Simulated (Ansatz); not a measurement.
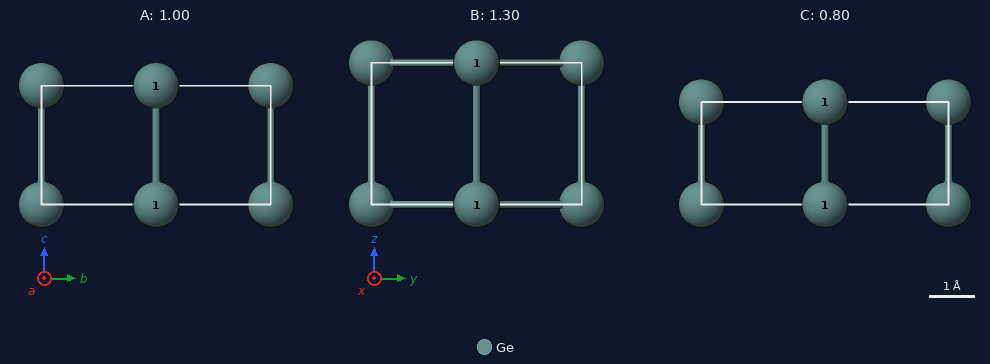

A crystal of Ge (Cmmm): the ratio of the cell's length along z to its lengths across, counted as 1 for the reference, is changed at fixed volume (a c/a path), with the atoms kept at their fractional coordinates. x, y and z are the Cartesian axes of the input. A ball-and-stick model of the conventional cell (2 times the calculation's cell), seen along the a axis. Lengths and directions refer to the drawn axes.

Level of theory: Ansatz 0.2.0, DFT PBEsol, scalar-relativistic, plane waves, PAW. Settings: plane-wave cutoff 420 eV; k-point mesh 22 × 22 × 20; occupations gaussian; smearing width 0.15 eV; no spin polarisation. Energies (free energies at the smearing named) are counted from the cell as listed in its source, which wasn't relaxed.

Rank the frames from lowest to highest energy.

Lowest first: A (the relative ratio 1.00, 0 meV/atom), B (the relative ratio 1.30, 317 meV/atom), C (the relative ratio 0.80, 360 meV/atom). Over the whole scan: of the computed points the lowest is at the relative ratio 1.00, 0 meV/atom. The end points stand at 360 meV/atom (0.80) and 317 meV/atom (1.30). The unrelaxed reference is under a pressure of −4.2 GPa. The distortion keeps the space group Cmmm. At the relative ratio 1.30 the cell of the drawing goes a 2.794 → 2.560 Å, b 5.201 → 4.765 Å, c 2.698 → 3.214 Å.
